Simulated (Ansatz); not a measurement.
# Calculations on Be16H

## 1. Relaxation

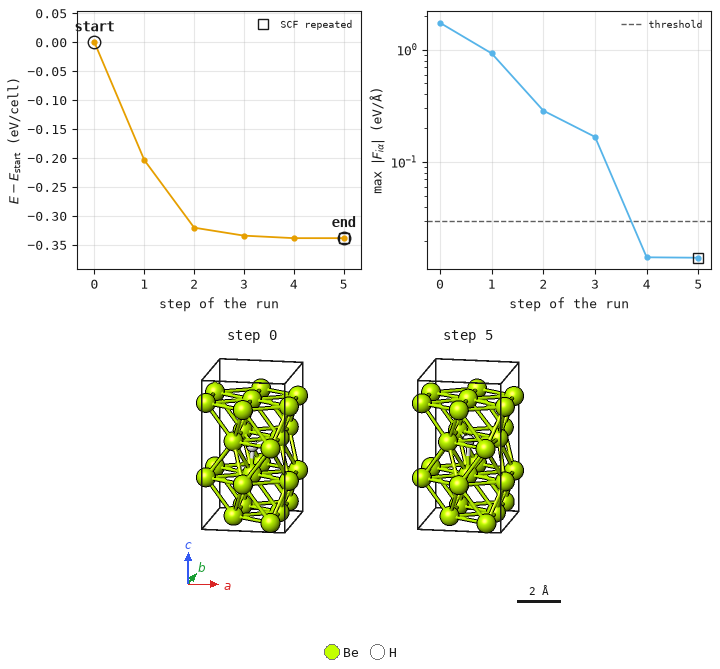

First and last geometry of a relaxation of a defect cell of composition Be$_{16}$H, with the history of the run. The picture is a ball-and-stick view of the cell of the calculation, reduced to other axes (origin shifted), seen slightly off an axis. Lengths and directions refer to the drawn axes.

It is an interstitial H in hcp Be. The run prepares an end point of a later path (interstitial hop) calculation, from a guessed geometry.

Level of theory: Ansatz 0.2.0, DFT PBEsol, scalar-relativistic, plane waves, PAW. (plane-wave cutoff 420 eV; k-point mesh 4 × 4 × 3; occupations fermi dirac; smearing width 0.15 eV; no spin polarisation; atoms relaxed in a fixed cell; force threshold 0.03 eV/Å; at most 60 steps)

**What do the curves and the structures tell?**

It converged. The largest move is that of the H atom, 0.26 Å along +c. Largest moves by element: H 0.26 Å, Be 0.14 Å. The cell stays as it was. Among the contacts that change: Be–H 1.339 → 1.633 Å, Be–Be 2.290 → 2.507 Å, Be–Be 2.290 → 2.087 Å, Be–Be 2.229 → 2.342 Å. Bond angles that change, for instance: Be–H–Be 109.6° → 97.4°, Be–H–Be 109.6° → 97.5°, Be–H–Be 107.8° → 97.4°. After 4 accepted moves (5 points after the start) the energy has fallen by 0.338 eV per cell of the calculation. Largest force component: 1.7 eV/Å at the start, 0.014 eV/Å at the end. 1 step only repeated the SCF at the same geometry. The run took 24 s on 1 thread of Intel(R) Xeon(R) Platinum 8488C (Sapphire Rapids), on a shared host, peak memory 0.44 GiB.

```json
{"step": "0", "E − E(0), meV/atom": "0.00", "largest force component, eV/Å": "1.7315", "note": ""}
{"step": "1", "E − E(0), meV/atom": "-11.96", "largest force component, eV/Å": "0.9251", "note": ""}
{"step": "2", "E − E(0), meV/atom": "-18.82", "largest force component, eV/Å": "0.2863", "note": ""}
{"step": "3", "E − E(0), meV/atom": "-19.63", "largest force component, eV/Å": "0.1673", "note": ""}
{"step": "4", "E − E(0), meV/atom": "-19.89", "largest force component, eV/Å": "0.0142", "note": ""}
{"step": "5", "E − E(0), meV/atom": "-19.89", "largest force component, eV/Å": "0.0141", "note": "same geometry, SCF repeated"}
```

Limits of the set-up: the k-point mesh is coarse for a cell with partly filled bands; the periodic images lie only 4.0 Å apart, so the values are limited by the cell's size.

## 2. Relaxation

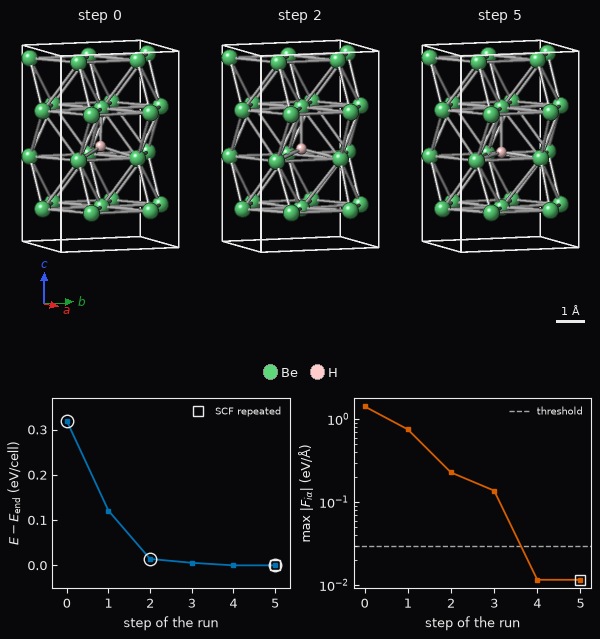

Frames of a relaxation of a defect cell of composition Be₁₆H, marked on the history of the run. A ball-and-stick model of the cell of the calculation, reduced to other axes (origin shifted), seen slightly off an axis. Lengths and directions refer to the drawn axes.

It is an interstitial H in hcp Be. The run prepares an end point of a later path (interstitial hop) calculation, from a guessed geometry.

The calculation used DFT PBEsol, scalar-relativistic, plane waves, PAW in Ansatz.

The input:
```yaml
crystal:
  lattice:
    - [-2.29, -3.966396, 0.0]
    - [3.435, -1.983198, 0.0]
    - [0.0, 0.0, 7.17686]
  atoms:
    - { symbol: Be, position: [0.75000007, 0.50000004, 0.0] }
    - { symbol: Be, position: [0.50000004, 0.33333336, 0.25] }
    - { symbol: Be, position: [0.75000007, 0.50000004, 0.5] }
    - { symbol: Be, position: [0.50000004, 0.33333336, 0.75] }
    - { symbol: Be, position: [0.50000003, 2.0e-08, 0.0] }
    - { symbol: Be, position: [0.25000004, 0.83333336, 0.25] }
    - { symbol: Be, position: [0.50000003, 2.0e-08, 0.5] }
    - { symbol: Be, position: [0.25000004, 0.83333336, 0.75] }
    - { symbol: Be, position: [0.25000003, 0.50000002, 0.0] }
    - { symbol: Be, position: [1.0e-08, 0.33333334, 0.25] }
    - { symbol: Be, position: [0.25000003, 0.50000002, 0.5] }
    - { symbol: Be, position: [1.0e-08, 0.33333334, 0.75] }
    - { symbol: Be, position: [0.0, 0.0, 0.0] }
    - { symbol: Be, position: [0.75000008, 0.83333338, 0.25] }
    - { symbol: Be, position: [0.0, 0.0, 0.5] }
    - { symbol: Be, position: [0.75000008, 0.83333338, 0.75] }
    - { symbol: H, position: [0.75746555, 0.50346569, 0.69167214] }
basis:
  ecutwfc: 420.0
kpoints:
  mp_grid: { grid: [4, 4, 3] }
hamiltonian:
  xc: pbesol
scf:
  occupations: { method: fermi_dirac, width: 0.15 }
  lower_state_search: "off"
relax:
  f_tol: 0.03
  max_steps: 60
  adjacent_minimum: "off"
```

Run as
```bash
ansatz run input.yaml --threads 1 --pin off --max-ram 3072MiB --backend cpu --events-out ev --progress --plain --runs-dir out
```

What happens along the run?

Answer. The largest move is that of H17, 0.22 Å along [0 1 −3]. By element the largest moves are H 0.22 Å, Be 0.14 Å. The cell doesn't change. Near-neighbour distances that change, for instance: Be3–H17 1.376 → 1.629 Å, Be12–Be16 2.290 → 2.506 Å, Be4–Be12 2.290 → 2.493 Å, Be4–Be12 (another image) 2.290 → 2.087 Å. Bond angles that change, for instance: Be3–H17–Be12 108.8° → 97.5°, Be3–H17–Be16 108.3° → 97.6°, Be4–H17–Be16 110.0° → 118.6°. After 4 accepted moves (5 points after the start) the energy has fallen by 0.319 eV per cell of the calculation. Largest force component: 1.4 eV/Å at the start, 0.012 eV/Å at the end. 1 step only repeated the SCF at the same geometry. From step 0 to 2: Be16 moves most (0.11 Å), energy −0.305 eV per cell of the calculation. From step 2 to 5: H17 moves most (0.13 Å), energy −14.2 meV per cell of the calculation.

```json
{"step": "0", "E − E(0), meV/atom": "0.00", "largest force component, eV/Å": "1.4251", "note": ""}
{"step": "1", "E − E(0), meV/atom": "-11.66", "largest force component, eV/Å": "0.7540", "note": ""}
{"step": "2", "E − E(0), meV/atom": "-17.95", "largest force component, eV/Å": "0.2282", "note": ""}
{"step": "3", "E − E(0), meV/atom": "-18.45", "largest force component, eV/Å": "0.1378", "note": ""}
{"step": "4", "E − E(0), meV/atom": "-18.79", "largest force component, eV/Å": "0.0116", "note": ""}
{"step": "5", "E − E(0), meV/atom": "-18.79", "largest force component, eV/Å": "0.0116", "note": "same geometry, SCF repeated"}
```

Limits of the set-up: the k-point mesh is coarse for a cell with partly filled bands; the periodic images lie only 4.0 Å apart, so the values are limited by the cell's size.

## 3. Path

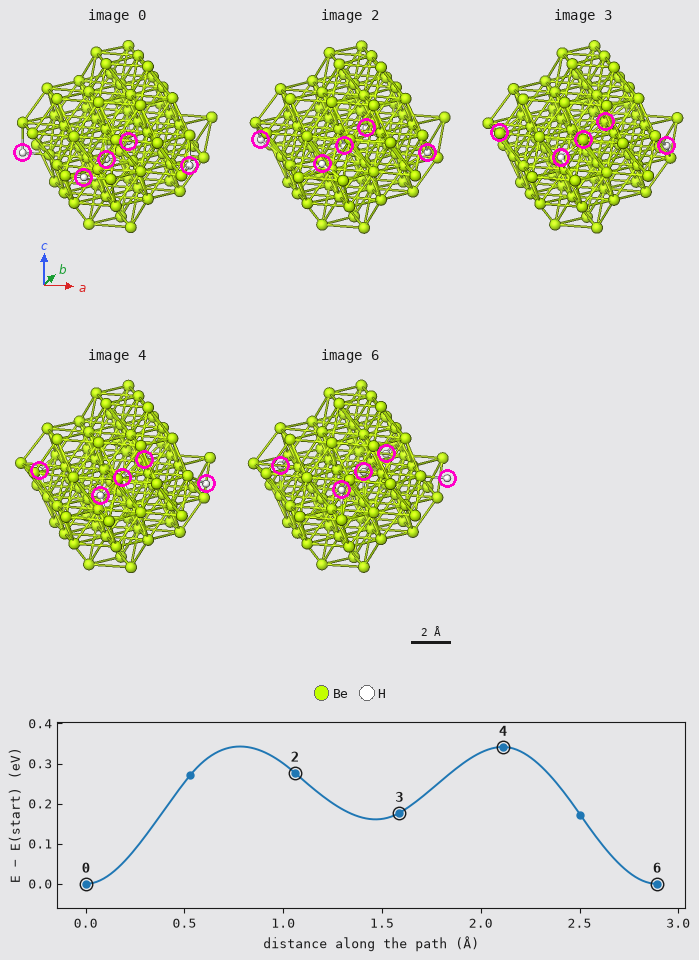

A nudged-elastic-band calculation for Be with an interstitial H (17 atoms in the cell). Images are numbered from 0 (start) to 6 (end). A ball-and-stick model of the atoms within 5.2 Å of the middle of the path, seen slightly off an axis. The moving atom is ringed, with any periodic copies. Bonds to atoms that aren't drawn are left out.

These are results of DFT PBEsol, scalar-relativistic, plane waves, PAW in Ansatz 0.2.0, not measurements. Settings: plane-wave cutoff 420 eV; k-point mesh 4 × 4 × 3; Fermi-Dirac smearing 0.15 eV; 5 movable images; climbing image; force threshold 0.05 eV/Å; iteration limit 58; spring constant 10.0 eV/Å²; starting path by straight interpolation.

Read off the barrier and say what moves.

The path has more than one stage, and so few images may leave a stage unresolved. The H atom travels furthest, 1.93 Å from end to end, along [3 2 2], on a path that bends up to 0.94 Å away from the straight line. At the highest image its nearest neighbour (Be) is 1.42 Å away, against 1.46 Å at the start, and the surrounding atoms stand up to 0.11 Å off the mean of their end positions. The barrier is about 0.34 eV in both directions, with image 4 at the top; the ends have the same energy. The profile has 2 maxima (images 2, 4) with a dip at image 3 (+0.18 eV), so the process runs in steps. The band converged in 17 iterations. The climbing image converged on the top of the path. A check of its curvatures didn't confirm a first-order saddle.

Limits of the set-up: the k-point mesh is coarse for a cell with partly filled bands; the periodic images lie only 4.0 Å apart, so the values are limited by the cell's size.
